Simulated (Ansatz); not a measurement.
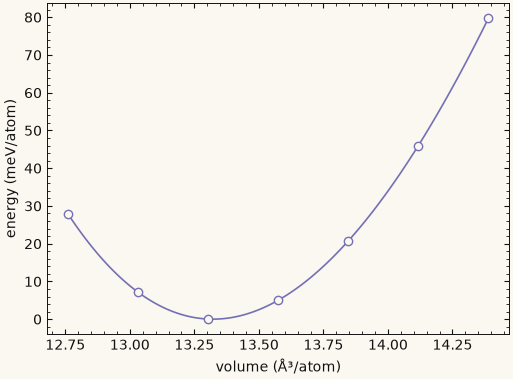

The plot gives the computed energy against volume for Ru, space group P6_3/mmc (No. 194).

Cell as given: a = 2.706 Å, b = 2.706 Å, c = 4.282 Å, α = 90.00°, β = 90.00°, γ = 120.00°; 2 atoms.

How it was computed, with Ansatz 0.2.0: all-electron LAPW DFT, no spin polarisation; energies at scaled volumes of the given cell, shape and fractions fixed, counted from the fit's minimum, third-order Birch-Murnaghan fit. Level: PBEsol.

- k mesh: 11×11×6
- occupations: Fermi–Dirac
- smearing width: 0.05 eV
- potentials: all electron LAPW, scalar relativistic
- program settings: basis error eV/atom 0.001

This calculation gives: equilibrium volume 13.32 Å³/atom and bulk modulus 347 GPa.

Now the level changes from PBEsol to LDA. What happens?

The equilibrium volume falls from 13.32 to 13.09 Å³/atom (−1.7 %) and the bulk modulus rises from 347 to 367 GPa (+5.8 %).

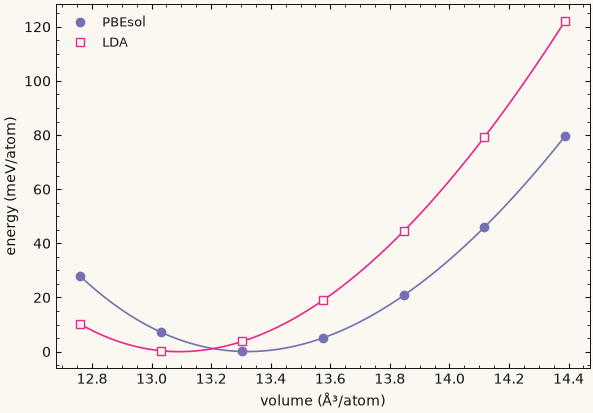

The two results together.

For both, limits of the calculation: shape and atomic fractions are frozen while scaling, which makes layered, chain and framework solids too stiff.

V0 and the bulk modulus come from third-order Birch–Murnaghan fits.
